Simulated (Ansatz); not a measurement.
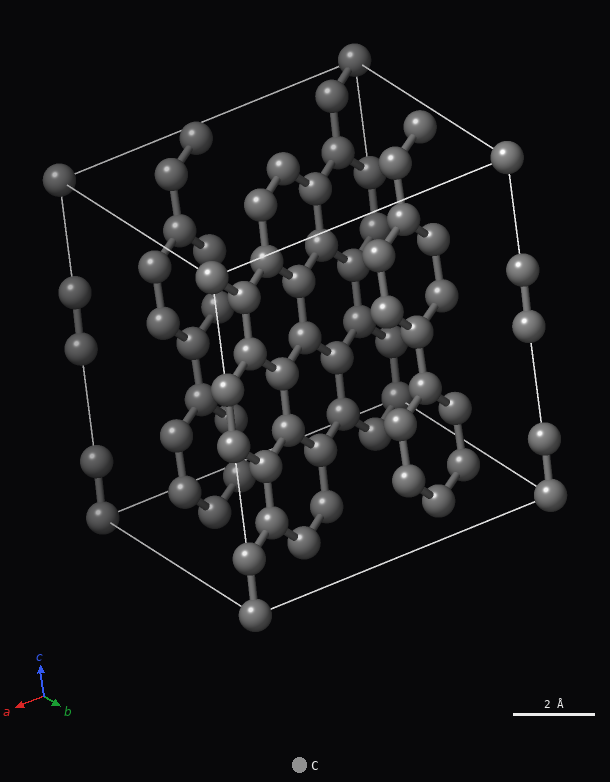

**Figure 1.** The structure as given in the input (ball-and-stick view of the cell of the calculation, seen at an oblique angle). An atom can appear more than once, as a periodic image.

Run report: C, single-point calculation (part 1 of 2)

C (48 atoms in the cell), computed with DFT PBE, scalar-relativistic, plane waves, PAW, no spin polarisation (Ansatz 0.2.0).

The structure derives from an entry of the Crystallography Open Database.

### The program's output
```
Warning: the atoms were moved onto the symmetric positions of the space group found under crystal.symmetry.tolerance 1.0e-5 (fractional; no operation is sought that the atoms, as they stand in a round, miss by more than twice it, and no atom is moved by as much as it), and the run uses the moved positions. Before a round's move an operation carried an atom to 1.45e-5 Å from where it should land, the largest such distance. Atom 2 (counting from 0) moved farthest, by 7.23e-6 Å; the longest move in fractions of the cell, of whichever atom, is 0.08 of the tolerance, in 1 round. To run the atoms as typed, lower crystal.symmetry.tolerance until the operations that they miss are no longer found, or set crystal.symmetry.detect: false (a key that needs symmetry detection or time reversal refuses this as the deck is read). The positions used, in the order of the run's atom list: position: [0.0, 0.0, 0.0]; position: [0.5, 0.5, 0.0]; position: [0.6666666666666666, 0.6666666666666666, 0.8333333333333334]; position: [0.16666666666666666, 0.16666666666666666, 0.8333333333333334]; position: [0.33333333333333337, 0.33333333333333337, 0.6666666666666666]; position: [0.8333333333333334, 0.8333333333333334, 0.6666666666666666]; position: [0.0, 0.0, 0.5]; position: [0.5, 0.5, 0.5]; position: [0.6666666666666666, 0.6666666666666666, 0.33333333333333337]; position: [0.16666666666666666, 0.16666666666666666, 0.33333333333333337]; position: [0.33333333333333337, 0.33333333333333337, 0.16666666666666666]; position: [0.8333333333333334, 0.8333333333333334, 0.16666666666666666]; position: [0.75, 0.25, 0.0]; position: [0.25, 0.75, 0.0]; position: [0.41666666666666663, 0.9166666666666666, 0.8333333333333334]; position: [0.9166666666666666, 0.41666666666666663, 0.8333333333333334]; position: [0.08333333333333336, 0.5833333333333334, 0.6666666666666666]; position: [0.5833333333333334, 0.08333333333333336, 0.6666666666666666]; position: [0.75, 0.25, 0.5]; position: [0.25, 0.75, 0.5]; position: [0.41666666666666663, 0.9166666666666666, 0.33333333333333337]; position: [0.9166666666666666, 0.41666666666666663, 0.33333333333333337]; position: [0.08333333333333336, 0.5833333333333334, 0.16666666666666666]; position: [0.5833333333333334, 0.08333333333333336, 0.16666666666666666]; position: [0.164167, 0.169167, 0.0]; position: [0.664167, 0.669167, 0.0]; position: [0.8308336666666667, 0.8358336666666667, 0.8333333333333334]; position: [0.33083366666666664, 0.33583366666666664, 0.8333333333333334]; position: [0.4975003333333333, 0.5025003333333333, 0.6666666666666666]; position: [0.9975003333333333, 0.0025003333333333305, 0.6666666666666666]; position: [0.164167, 0.169167, 0.5]; position: [0.664167, 0.669167, 0.5]; position: [0.8308336666666667, 0.8358336666666667, 0.33333333333333337]; position: [0.33083366666666664, 0.33583366666666664, 0.33333333333333337]; position: [0.4975003333333333, 0.5025003333333333, 0.16666666666666666]; position: [0.9975003333333333, 0.0025003333333333305, 0.16666666666666666]; position: [0.580833, 0.085833, 0.0]; position: [0.080833, 0.585833, 0.0]; position: [0.24749966666666667, 0.7524996666666667, 0.8333333333333334]; position: [0.7474996666666667, 0.2524996666666667, 0.8333333333333334]; position: [0.9141663333333333, 0.41916633333333336, 0.6666666666666666]; position: [0.41416633333333336, 0.9191663333333333, 0.6666666666666666]; position: [0.580833, 0.085833, 0.5]; position: [0.080833, 0.585833, 0.5]; position: [0.24749966666666667, 0.7524996666666667, 0.33333333333333337]; position: [0.7474996666666667, 0.2524996666666667, 0.33333333333333337]; position: [0.9141663333333333, 0.41916633333333336, 0.16666666666666666]; position: [0.41416633333333336, 0.9191663333333333, 0.16666666666666666]; The lattice was moved too: crystal.lattice keeps the space group found at crystal.symmetry.tolerance 1.0e-5 only nearly: the operation that it misses by the most changes a squared length by the fraction 6.96e-8. The run uses the lattice that is a stretch of the typed one, with no rotation, onto the one that keeps every operation to a double's rounding (on a very oblique basis the stretch itself rounds by more); the deck's lattice vector that moved farthest moved by 1.49e-7 Å. To run the lattice as typed, set crystal.symmetry.tolerance under 6.96e-8, the least fraction by which an operation that the lattice misses changes a squared length (the same key also sets how far an atom may lie from its image, so lowering it can lose operations that the atoms keep only within it), or set crystal.symmetry.detect: false, as for the atoms. crystal.lattice made exact, in Å and degrees: [[3.7050000372329324, -2.1390829355106757, -6.79], [3.7050000372329324, -2.1390829355106757, 6.79], [-7.410000148931713, -4.2781649999999996, 0.0]]. Pasted over the deck's crystal.lattice, beside positions in fractional coordinates, it runs the same cell (given as lengths and angles, that cell in the form's own orientation, a rigid turn of the misfit's size from the one run here, for which a checkpoint.post_process_only pass over this run's state can be refused: where this run relaxes nothing, give such a pass this deck's own crystal.lattice, as typed; behind a relaxation, as crystal.lattice, the state's own cell, identity.cell in its checkpoint.json), and a matrix so pasted ends this notice, except on a very skew basis of the lattice, where the rounding of the pasted numbers themselves can read as a misfit: the cell is then moved again, and that move is told again. The lattice as run is in this notice's lattice.as_run_ang field (Run.prep()["deck_notices"] in Python, the deck_notice line of an events file, deck_notices of ansatz run --dry-run=json, or deck_notices in record.json in the deck's checkpoint.write directory).
Engine: ansatz 0.2.0, aarch64-unknown-linux-gnu
Pseudopotentials: kind: paw
Pseudopotential: C, paw, valence charge 4, recommended cutoff 420 eV (normal), C.paw.azcp
Functional definition: PBE
  parameter kappa = 0.804
  parameter beta = 0.06672455060314922
  exchange = pbe_x(kappa = kappa, mu = beta*pi^2/3)
  correlation = pbe_c(beta = beta)
Crystal: 48 atoms, lattice volume = 430.502 Å³
Basis set: ecut = 420 eV, 8441 PW (Γ), exchange–correlation on 108×108×120 points (8 copies of the dense FFT grid, shifted against one another)
Bands: 144, of which v1, the nominal top of the filled ones, is band 96 counted from 1 (95 counted from 0)
Symmetry: 48 space group operations
Space group: P63mc (ITA 186), of the structure as read, at distance tolerance 7.6e-5 Å
k-points: 5 of 8
Non-local potential: C, projectors of the file, l = 0: 2, l = 1: 2, l = 2: 1
PAW form: soft (Blöchl's): semilocal exchange-correlation on the pseudo side does not see the compensation charge
PAW one-centre angular grid: C, 110 points (default); XC on 64 Gauss nodes
Initial density: superposition of atomic densities (neutral atoms: chi_scale 0, normalization atom), corrected by the library's trained network
Initial wavefunctions: pseudopotential atomic-orbital guess
Functional: x = pbe(κ = 0.804, μ = 0.2195149727645171), c = pbe(β = 0.06672455060314922)
SCF iter   1: F=—  HF=-12043.579023 eV  |F-HF|=—  |Δ(HF+E_count)|=         —  Δρ=2.70e-3  dr2=2.60e-2  ethr=1.77e-3  ⟨swp⟩=7.4  Hψ=3563  notcnv=0  defer=110
preconditioner: auto → Kerker (q_TF=auto, 2.385 Å⁻¹)  [metal: Δε(μ)=0.019 eV  Ē_g=15.539 eV  σ=0.050 eV  W_gap=0.21  n_scr=94 (ndim 8)  ℏωp=24.8 eV  f_vac=0.003  D(μ)=31.97/eV (n_scr^D=350)]
SCF iter   2: F=—  HF=-12043.582177 eV  |F-HF|=—  |Δ(HF+E_count)|=   3.15e-3  Δρ=1.61e-3  dr2=1.13e-2  ethr=1.35e-5  ⟨swp⟩=2.4  Hψ=1183  notcnv=0  defer=128
SCF iter   3: F=—  HF=-12043.581428 eV  |F-HF|=—  |Δ(HF+E_count)|=   7.49e-4  Δρ=3.23e-4  dr2=3.66e-4  ethr=5.89e-6  ⟨swp⟩=2.0  Hψ=998  notcnv=0  defer=128
SCF iter   4: F=—  HF=-12043.581621 eV  |F-HF|=—  |Δ(HF+E_count)|=   1.93e-4  Δρ=1.02e-4  dr2=1.07e-4  ethr=1.91e-7  ⟨swp⟩=2.0  Hψ=732  notcnv=0  defer=128
SCF iter   5: F=—  HF=-12043.581690 eV  |F-HF|=—  |Δ(HF+E_count)|=   6.99e-5  Δρ=3.31e-5  dr2=3.61e-6  ethr=5.59e-8  ⟨swp⟩=2.0  Hψ=994  notcnv=0  defer=128
SCF iter   6: F=—  HF=-12043.581444 eV  |F-HF|=—  |Δ(HF+E_count)|=   2.47e-4  Δρ=3.87e-6  dr2=4.27e-8  ethr=5.21e-11  ⟨swp⟩=19.6  Hψ=6008  notcnv=0
SCF iter   7: F=-12043.581444 eV  HF=-12043.581444 eV  |F-HF|=4.56e-9  |Δ(HF+E_count)|=   8.58e-8  Δρ=7.15e-7  dr2=1.50e-9  ethr=2.22e-11  ⟨swp⟩=1.2  Hψ=1757  notcnv=0
SCF 1 converged in 7 iterations: F = -12043.581444 eV  dr2 = 1.50e-9
  greatest PAW one-centre occupation: 0.671 electrons in one spin orbital (limit 2), on the C atom at site 23 (counted from 0), in its partial waves of l = 0
```

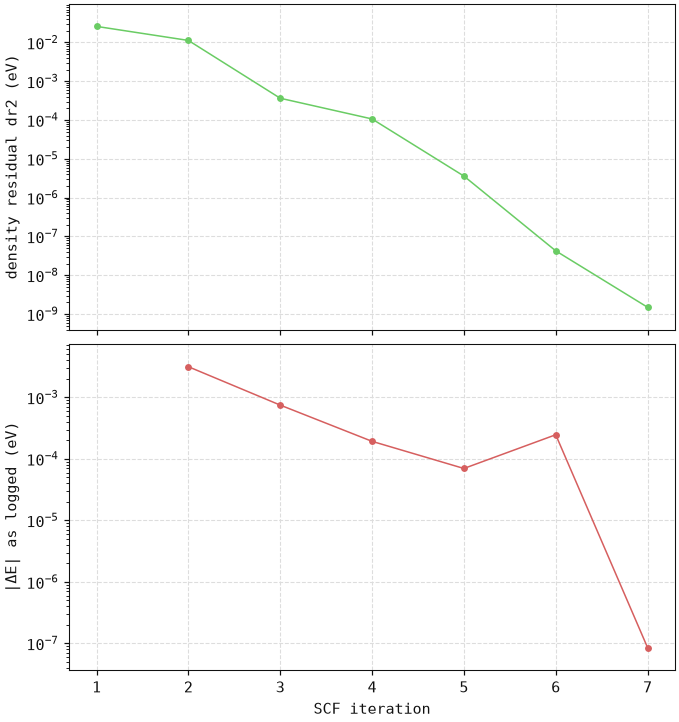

**Figure 2.** Convergence of the self-consistent field: density residual dr2 and size of the energy change against the SCF iteration. The residual falls at every step.

```
SCF converged after 7 iterations
Free energy (F): -12043.581444 eV
Harris-Foulkes:  -12043.581444 eV  (|F-HF|=4.56e-9)
Internal energy: -12043.541496 eV  (E = F + TS)
E sigma→0 (E₀):  -12043.561470 eV
Entropy (-TS):   -0.039948 eV (-0.832 meV/atom)
Fermi energy:    6.796822 eV
--- Per-component energies (eV) ---
  E_band       = -439.833063
  E_kinetic    = 4356.359355
  E_local      = -7455.664463  (includes V_loc(G=0)·N_el)
  E_nonlocal   = 1308.644541
  E_hartree    = 2263.351775
  E_xc         = -2302.195718
  E_vxc        = -2850.391540  (∫ρ·V_xc dr)
  E_paw        = -4767.633297  (= ΣΔE_a)
  E_vpaw       = -325.485664  (= ΣTr[D̂ρ^β])
  E_aug_tail   = 0.000345  (compensation charges beyond the density's cutoff)
  E_ewald      = -5446.404033
  E_smearing   = -0.039948  (= −TS)
  E_closure    = -0.000000  (closes the sum)
  Σ components = -12043.581444   (vs F -12043.581444, Δ=0.00e0)
--- Forces (eV/Å), atoms counted from 1 ---
  atom   1  C      0.00067004    -0.00038685     0.56532421
  atom   2  C      0.00067004    -0.00038685     0.56532421
  atom   3  C      0.00067004    -0.00038685     0.56532421
  atom   4  C      0.00067004    -0.00038685     0.56532421
  atom   5  C      0.00067004    -0.00038685     0.56532421
  atom   6  C      0.00067004    -0.00038685     0.56532421
  atom   7  C      0.00067004    -0.00038685     0.56532421
  atom   8  C      0.00067004    -0.00038685     0.56532421
  atom   9  C      0.00067004    -0.00038685     0.56532421
  atom  10  C      0.00067004    -0.00038685     0.56532421
  atom  11  C      0.00067004    -0.00038685     0.56532421
  atom  12  C      0.00067004    -0.00038685     0.56532421
  atom  13  C     -0.00067004     0.00038685     0.56532421
  atom  14  C     -0.00067004     0.00038685     0.56532421
  atom  15  C     -0.00067004     0.00038685     0.56532421
  atom  16  C     -0.00067004     0.00038685     0.56532421
  atom  17  C     -0.00067004     0.00038685     0.56532421
  atom  18  C     -0.00067004     0.00038685     0.56532421
  atom  19  C     -0.00067004     0.00038685     0.56532421
  atom  20  C     -0.00067004     0.00038685     0.56532421
  atom  21  C     -0.00067004     0.00038685     0.56532421
  atom  22  C     -0.00067004     0.00038685     0.56532421
  atom  23  C     -0.00067004     0.00038685     0.56532421
  atom  24  C     -0.00067004     0.00038685     0.56532421
  atom  25  C      0.00010977    -0.00006337    -0.56532333
  atom  26  C      0.00010977    -0.00006337    -0.56532333
  atom  27  C      0.00010977    -0.00006337    -0.56532333
  atom  28  C      0.00010977    -0.00006337    -0.56532333
  atom  29  C      0.00010977    -0.00006337    -0.56532333
  atom  30  C      0.00010977    -0.00006337    -0.56532333
  atom  31  C      0.00010977    -0.00006337    -0.56532333
  atom  32  C      0.00010977    -0.00006337    -0.56532333
  atom  33  C      0.00010977    -0.00006337    -0.56532333
  atom  34  C      0.00010977    -0.00006337    -0.56532333
  atom  35  C      0.00010977    -0.00006337    -0.56532333
  atom  36  C      0.00010977    -0.00006337    -0.56532333
  atom  37  C     -0.00010977     0.00006337    -0.56532333
  atom  38  C     -0.00010977     0.00006337    -0.56532333
  atom  39  C     -0.00010977     0.00006337    -0.56532333
  atom  40  C     -0.00010977     0.00006337    -0.56532333
  atom  41  C     -0.00010977     0.00006337    -0.56532333
  atom  42  C     -0.00010977     0.00006337    -0.56532333
  atom  43  C     -0.00010977     0.00006337    -0.56532333
  atom  44  C     -0.00010977     0.00006337    -0.56532333
  atom  45  C     -0.00010977     0.00006337    -0.56532333
  atom  46  C     -0.00010977     0.00006337    -0.56532333
  atom  47  C     -0.00010977     0.00006337    -0.56532333
  atom  48  C     -0.00010977     0.00006337    -0.56532333
  max |Σ_I F_I| component: 2.12e-5 eV/Å
--- Band table (eV; the first three rows and the last of 5) ---
```
